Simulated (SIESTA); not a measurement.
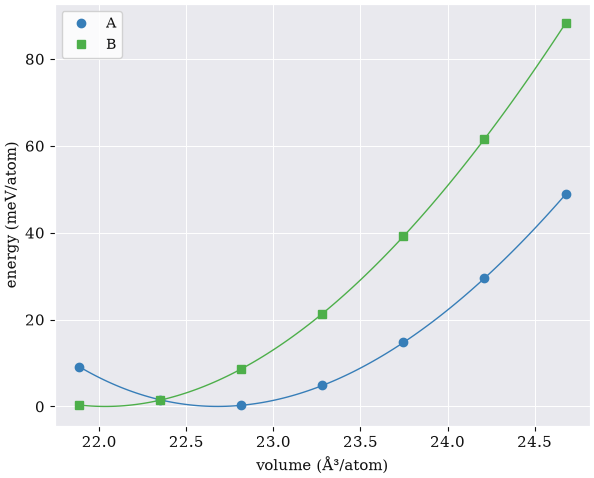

The figure compares two calculations of the energy against volume, each curve from its own zero. The first is for Zr, space group P6_3/mmc (No. 194).

The cell holds 2 atoms.

Calculation (SIESTA 5.4.2): DFT in numerical atomic orbitals with pseudopotentials, no spin polarisation; energies at scaled volumes of the given cell, shape and fractions fixed, counted from the fit's minimum, third-order Birch-Murnaghan fit. Level: PBEsol.

```json
{"setting": "k mesh", "value": "9×9×5"}
{"setting": "occupations", "value": "Fermi–Dirac"}
{"setting": "smearing width", "value": "0.05 eV"}
{"setting": "potentials", "value": "PseudoDojo 0.4 standard, converted to PSML, two zetas on semicore shells"}
{"setting": "program settings", "value": "basis DZP, mesh cutoff 800 Ry"}
```

In the second, the level changes from PBEsol to LDA.

**Which of A and B is the second calculation, and what did the change do?**

B. The equilibrium volume falls from 22.68 to 22.03 Å³/atom (−2.9 %) and the bulk modulus rises from 100 to 105 GPa (+5.0 %).

For both, limits of the calculation: mulliken charges of long orbitals; shape and atomic fractions are frozen while scaling, which makes layered, chain and framework solids too stiff.

V0 and the bulk modulus come from third-order Birch–Murnaghan fits.
